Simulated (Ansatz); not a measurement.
## Run report: Al8H, geometry relaxation (part 3 of 3)

Continued. System: Al8H (slab, 9 atoms in the cell). Method: DFT PBEsol, scalar-relativistic, plane waves, PAW, no spin polarisation (Ansatz 0.2.0); cutoff 420 eV, 12×12×1 k-mesh, Gaussian smearing of 0.1 eV. The structure derives from a Materials Project entry. The input holds or restrains some coordinates. Forces given for the steps count only the free coordinates. It belongs to a series of runs on one base structure; here: H put at a bridge Al-Al site.

Geometry of the input (Å; fractional positions):
```
2.8363  0.0000  0.0000
-1.4181  2.4563  0.0000
0.0000  0.0000  35.3138
Al 0.3333  0.6667  0.2407
Al 0.0000  0.0000  0.3067
Al 0.6667  0.3333  0.3727
Al 0.0000  0.0000  0.4387
Al 0.3333  0.6667  0.5042
Al 0.0000  0.0000  0.5704
Al 0.6667  0.3333  0.6368
Al 0.0000  0.0000  0.7041
H  0.5000  1.0000  0.7200
```

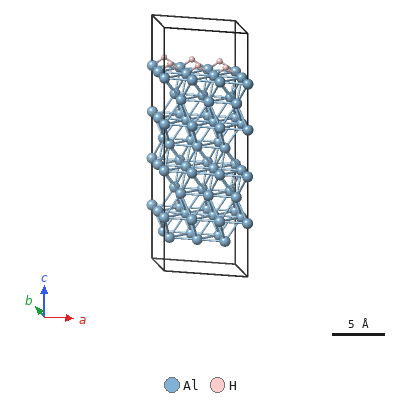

*The geometry at step 5 of the log (ball-and-stick view of the 3 × 2 repeat of the cell, with the vacuum cut short, seen slightly off an axis).*

## Output, continued
```
Internal energy: -4210.901809 eV  (E = F + TS)
E sigma→0 (E₀):  -4210.913089 eV
Entropy (-TS):   -0.022562 eV (-2.507 meV/atom)
Fermi energy:    2.508059 eV
Dipole field:    D = 0.009746 V/Å  (p = 0.013251 e·Å, saw-weighted, corrected)
Work function:   Φ+ = 3.7902 eV   Φ− = 4.1343 eV
Levels:          The Fermi level and band energies are counted from a zero that moves with the ramp; work functions are not
--- Per-component energies (eV) ---
  E_band       = -50.458640
  E_kinetic    = 196.360574
  E_local      = -9893.903292  (includes V_loc(G=0)·N_el)
  E_nonlocal   = 84.684936
  E_hartree    = 4918.029659
  E_xc         = -323.577129
  E_vxc        = -244.101926  (∫ρ·V_xc dr)
  E_paw        = -3638.186969  (= ΣΔE_a)
  E_vpaw       = -29.545039  (= ΣTr[D̂ρ^β])
  E_aug_tail   = -0.001098  (compensation charges beyond the density's cutoff)
  E_efield     = 0.000065  (sawtooth field / dipole correction)
  E_vefield    = -0.009553  (∫n·V_field dr)
  E_ewald      = 4445.538334
  E_core_change = 0.153112  (= ΣΔE_core)
  E_smearing   = -0.022562  (= −TS)
  E_closure    = 0.000000  (closes the sum)
  Σ components = -4210.924370   (vs F -4210.924370, Δ=0.00e0)
--- Forces (eV/Å), atoms counted from 1 ---
  atom   1  Al     0.00000000    -0.00123891    -0.03853845
  atom   2  Al     0.00000000     0.00042678     0.06367759
  atom   3  Al    -0.00000000     0.00181367    -0.02508219
  atom   4  Al    -0.00000000     0.01369436     0.00374654
  atom   5  Al     0.00000000    -0.00422058     0.00135242
  atom   6  Al     0.00000000    -0.00093799     0.00081419
  atom   7  Al    -0.00000000    -0.00613074    -0.01159138
  atom   8  Al    -0.00000000    -0.01009714     0.00329936
  atom   9  H      0.00000000     0.00668972     0.00230374
  max |Σ_I F_I| component: 1.82e-5 eV/Å
--- Band table (eV; the first three rows and the last of 43) ---
  k-point 0: bands = ["-8.9034", "-8.5548", "-8.1292", "-7.5174", "-6.7320", "-5.7810", "-4.6538", "-3.3363", "-1.9298", "-0.2781", "1.4152", "3.1555", "4.7377", "5.8184", "6.3363", "7.0095", "7.1281", "8.4208", "8.5377", "10.2007", "10.3268", "12.1797"]
  k-point 1: bands = ["-8.7370", "-8.3854", "-7.9606", "-7.3500", "-6.5659", "-5.6164", "-4.4905", "-3.1748", "-1.7714", "-0.1202", "1.5707", "3.3090", "4.8923", "5.9740", "6.5024", "7.1674", "7.2871", "8.5571", "8.6815", "10.2122", "10.3583", "10.6830"]
  k-point 2: bands = ["-8.2404", "-7.8786", "-7.4562", "-6.8494", "-6.0695", "-5.1247", "-4.0026", "-2.6928", "-1.2981", "0.3487", "2.0289", "3.7551", "5.3343", "6.3650", "6.9714", "7.3623", "7.5560", "7.8055", "7.9177", "8.1175", "8.6567", "9.0924"]
  k-point 42: bands = ["-4.6514", "-4.0638", "-3.6746", "-3.1217", "-2.4020", "-1.5304", "-0.4977", "0.5681", "1.2470", "1.7183", "1.8791", "1.9458", "2.1581", "2.2594", "2.3567", "2.9994", "3.0681", "3.6962", "3.9437", "4.3459", "4.5944", "4.7702"]
--- Relaxed structure (8 steps of the walk, 8 accepted, 0 SCFs on fresh bases) ---
  F+E_penalty+E_count = -4210.92437018 eV   max|allowed force component| = 1.159e-2 eV/Å
  atoms:
    - { symbol: Al, position: [0.33333333335000004, 0.6666666667000001, 0.2406993656] }
    - { symbol: Al, position: [0.0, 0.0, 0.3066945262] }
    - { symbol: Al, position: [0.66666666665, 0.33333333330000003, 0.3726896867] }
    - { symbol: Al, position: [0.0, 0.0, 0.4386848473] }
    - { symbol: Al, position: [0.3396430808126824, 0.6792861616253648, 0.5038427386171936] }
    - { symbol: Al, position: [0.012033707512428247, 0.02406741502485649, 0.5699792632927992] }
    - { symbol: Al, position: [0.6834263300286898, 0.3668526600573798, 0.6367488460393385] }
    - { symbol: Al, position: [0.01896647493631882, 0.03793294987263765, 0.7000804828687237] }
    - { symbol: H, position: [0.3515728135153565, 0.703145627030713, 0.7284684937787405] }
```

## Trajectory as extended XYZ (Å, eV, eV/Å), 8 frames, from step=1 to step=8
```
9
Lattice="2.8363 0.0000 0.0000 -1.4181 2.4563 0.0000 0.0000 0.0000 35.3138" Properties=species:S:1:pos:R:3:forces:R:3 step=1 energy=-4210.02153
Al    0.0000    1.6375    8.5000    0.0000   0.0022  -0.0377
Al    0.0000    0.0000   10.8305    0.0000   0.0015   0.0917
Al    1.4181    0.8188   13.1611    0.0000   0.0010  -0.0413
Al    0.0000    0.0000   15.4916    0.0000  -0.0020   0.0129
Al    0.0000    1.6375   17.8037    0.0000  -0.0209   0.0113
Al    0.0000    0.0000   20.1443    0.0000   0.0065   0.0055
Al    1.4181    0.8188   22.4875    0.0000   0.1575   0.1423
Al    0.0000    0.0000   24.8655    0.0000  -0.0209  -2.7261
H     0.0000    2.4563   25.4255    0.0000  -0.1249   2.5412
9
Lattice="2.8363 0.0000 0.0000 -1.4181 2.4563 0.0000 0.0000 0.0000 35.3138" Properties=species:S:1:pos:R:3:forces:R:3 step=2 energy=-4210.58405
Al    0.0000    1.6375    8.5000    0.0000   0.0010  -0.0344
Al    0.0000    0.0000   10.8305    0.0000  -0.0001   0.0830
Al    1.4181    0.8188   13.1611    0.0000   0.0008  -0.0408
Al    0.0000    0.0000   15.4916    0.0000  -0.0004   0.0034
Al    0.0000    1.6480   17.7971    0.0000  -0.0050  -0.0179
Al    0.0000    0.0548   20.1241    0.0000   0.0345   0.0024
Al    1.4181    0.9168   22.4496    0.0000  -0.0821  -0.0215
Al    0.0000   -0.1130   24.7173    0.0000   0.2131  -1.5817
H     0.0000    2.2970   25.5253    0.0000  -0.1623   1.6094
9
Lattice="2.8363 0.0000 0.0000 -1.4181 2.4563 0.0000 0.0000 0.0000 35.3138" Properties=species:S:1:pos:R:3:forces:R:3 step=3 energy=-4210.84398
Al    0.0000    1.6375    8.5000    0.0000   0.0011  -0.0296
Al    0.0000    0.0000   10.8305    0.0000  -0.0018   0.0608
Al    1.4181    0.8188   13.1611    0.0000  -0.0035  -0.0388
Al    0.0000    0.0000   15.4916    0.0000  -0.0020   0.0062
Al    0.0000    1.6482   17.7903    0.0000  -0.0019  -0.0238
Al    0.0000    0.0658   20.1140    0.0000   0.0135  -0.0658
Al    1.4181    0.9001   22.4098    0.0000  -0.0866  -0.2123
Al    0.0000   -0.0733   24.5791    0.0000   0.1706   0.3031
H     0.0000    2.2585   25.7163    0.0000  -0.0892   0.0005
9
Lattice="2.8363 0.0000 0.0000 -1.4181 2.4563 0.0000 0.0000 0.0000 35.3138" Properties=species:S:1:pos:R:3:forces:R:3 step=4 energy=-4210.87366
Al    0.0000    1.6375    8.5000    0.0000  -0.0005  -0.0362
Al    0.0000    0.0000   10.8305    0.0000  -0.0024   0.0544
Al    1.4181    0.8188   13.1611    0.0000   0.0002  -0.0348
Al    0.0000    0.0000   15.4916    0.0000   0.0018  -0.0114
Al    0.0000    1.6597   17.7826    0.0000   0.0065  -0.0038
Al    0.0000    0.0967   20.1074    0.0000   0.0082  -0.0133
Al    1.4181    0.9438   22.4318    0.0000  -0.1116  -0.0261
Al    0.0000   -0.0250   24.6573    0.0000   0.1641   0.1586
H     0.0000    2.0926   25.7843    0.0000  -0.0663  -0.0874
9
Lattice="2.8363 0.0000 0.0000 -1.4181 2.4563 0.0000 0.0000 0.0000 35.3138" Properties=species:S:1:pos:R:3:forces:R:3 step=5 energy=-4210.91223
Al    0.0000    1.6375    8.5000    0.0000  -0.0029  -0.0389
Al    0.0000    0.0000   10.8305    0.0000  -0.0010   0.0593
Al    1.4181    0.8188   13.1611    0.0000   0.0039  -0.0290
Al    0.0000    0.0000   15.4916    0.0000   0.0089  -0.0034
Al    0.0000    1.6713   17.7876    0.0000   0.0160   0.0065
Al    0.0000    0.1159   20.1230    0.0000  -0.0158   0.0015
Al    1.4181    0.9613   22.4748    0.0000  -0.0402   0.0222
Al    0.0000    0.1007   24.7179    0.0000   0.0978   0.0933
H     0.0000    1.8955   25.7754    0.0000  -0.0668  -0.1116
9
Lattice="2.8363 0.0000 0.0000 -1.4181 2.4563 0.0000 0.0000 0.0000 35.3138" Properties=species:S:1:pos:R:3:forces:R:3 step=6 energy=-4210.91376
Al    0.0000    1.6375    8.5000    0.0000  -0.0001  -0.0374
Al    0.0000    0.0000   10.8305    0.0000   0.0002   0.0661
Al    1.4181    0.8188   13.1611    0.0000   0.0011  -0.0240
Al    0.0000    0.0000   15.4916    0.0000   0.0184   0.0088
Al    0.0000    1.6801   17.7959    0.0000   0.0045   0.0017
Al    0.0000    0.0901   20.1347    0.0000  -0.0113   0.0029
Al    1.4181    0.9414   22.4968    0.0000   0.0112  -0.0308
Al    0.0000    0.1728   24.7336    0.0000  -0.1735  -0.1567
H     0.0000    1.7175   25.6965    0.0000   0.1494   0.1695
9
Lattice="2.8363 0.0000 0.0000 -1.4181 2.4563 0.0000 0.0000 0.0000 35.3138" Properties=species:S:1:pos:R:3:forces:R:3 step=7 energy=-4210.92437
Al    0.0000    1.6375    8.5000    0.0000  -0.0012  -0.0384
Al    0.0000    0.0000   10.8305    0.0000   0.0004   0.0636
Al    1.4181    0.8188   13.1611    0.0000   0.0018  -0.0251
Al    0.0000    0.0000   15.4916    0.0000   0.0137   0.0038
Al    0.0000    1.6685   17.7926    0.0000  -0.0042   0.0011
Al    0.0000    0.0591   20.1281    0.0000  -0.0009   0.0010
Al    1.4181    0.9011   22.4860    0.0000  -0.0061  -0.0113
Al    0.0000    0.0932   24.7225    0.0000  -0.0101   0.0029
H     0.0000    1.7271   25.7250    0.0000   0.0066   0.0022
9
Lattice="2.8363 0.0000 0.0000 -1.4181 2.4563 0.0000 0.0000 0.0000 35.3138" Properties=species:S:1:pos:R:3:forces:R:3 step=8 energy=-4210.92437
Al    0.0000    1.6375    8.5000    0.0000  -0.0012  -0.0385
Al    0.0000    0.0000   10.8305    0.0000   0.0004   0.0637
Al    1.4181    0.8188   13.1611    0.0000   0.0018  -0.0251
Al    0.0000    0.0000   15.4916    0.0000   0.0137   0.0037
Al    0.0000    1.6685   17.7926    0.0000  -0.0042   0.0014
Al    0.0000    0.0591   20.1281    0.0000  -0.0009   0.0008
Al    1.4181    0.9011   22.4860    0.0000  -0.0061  -0.0116
Al    0.0000    0.0932   24.7225    0.0000  -0.0101   0.0033
H     0.0000    1.7271   25.7250    0.0000   0.0067   0.0023
```

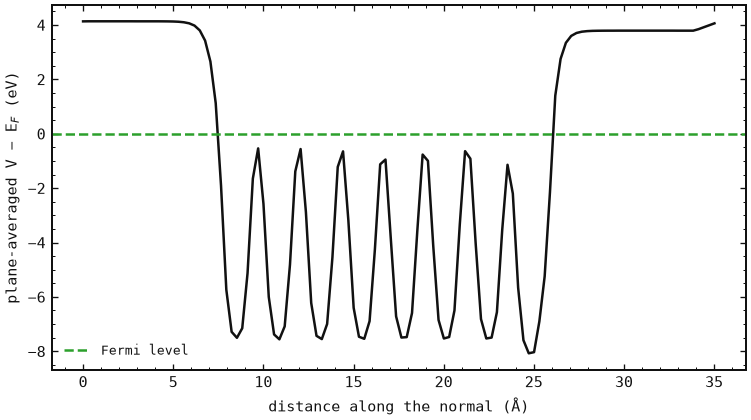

*Plane average of the electrostatic potential energy of an electron across the cell, from the Fermi level.*

The vacuum level lies 3.79 eV above the Fermi level on the upper side and 4.13 eV on the lower.

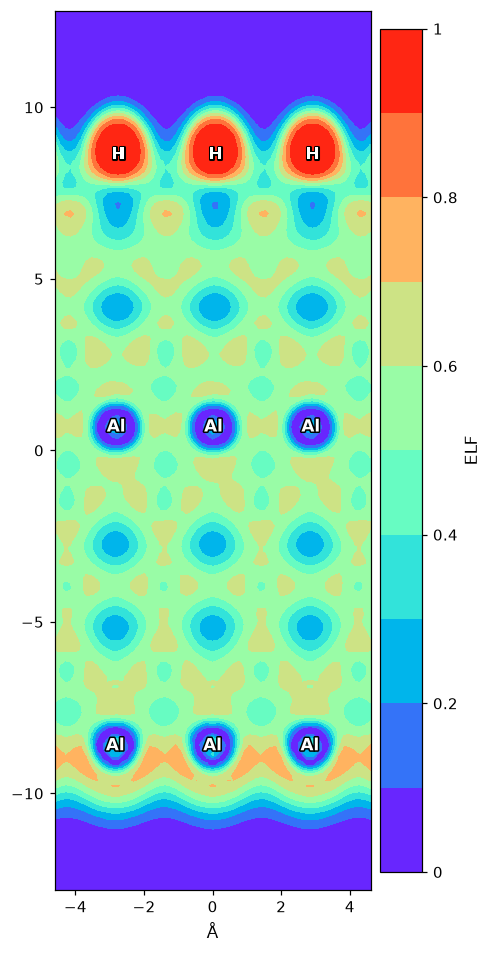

*ELF on the (100) plane of the calculation cell, a cut from vacuum to vacuum.*

Al–Al (2.84 Å): the ELF is about 0.70 at the midpoint (no localised pair between them). Al–Al (2.84 Å): the ELF is about 0.70 at the midpoint. Core electrons are frozen (PAW), so the fields are smoothed inside the atomic spheres.

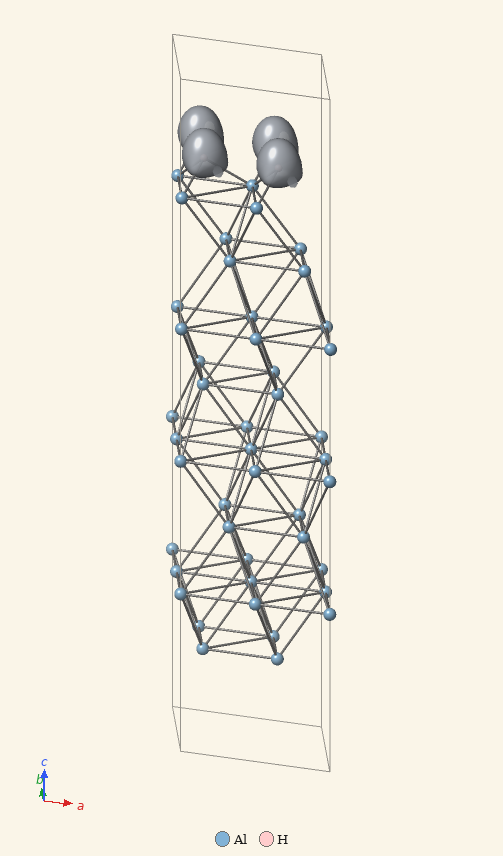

*Isosurface of the electron localisation function at 0.8 (grey), seen at an oblique angle. Only the valence region is drawn (cores and ρ < 0.01 e/Å³ removed). Sticks mark near contacts.*

Profiles from the grid: Al–H (1.92 Å): the ELF climbs to about 1 towards the hydrogen, as it does in any bond to H. Al–Al (2.77 Å): the ELF peaks at about 0.70 between the atoms.

## Results in brief

- outcome: converged under the restraints of the input
- electrons treated: 25
- free energy: −4210.9244 eV
- work function, top face: 3.79 eV
- work function, bottom face: 4.13 eV
- Fermi energy: 2.508 eV
- gap on the k-point mesh: none (metallic)
- final volume: 246.02 Å³
- work function (upper face): 3.79 eV
- largest force (length of the vector) at the end, held atoms and coordinates included: 0.064 eV/Å
- hardware: 2 threads of Intel Xeon @ 2.70GHz, 189 GiB of memory available, shared host
- wall time: 2.3 min (CPU time 4.4 min)
- peak memory: 0.59 GiB

## Remarks

The program warns: the exchange-correlation potential is rough where the density is thin.
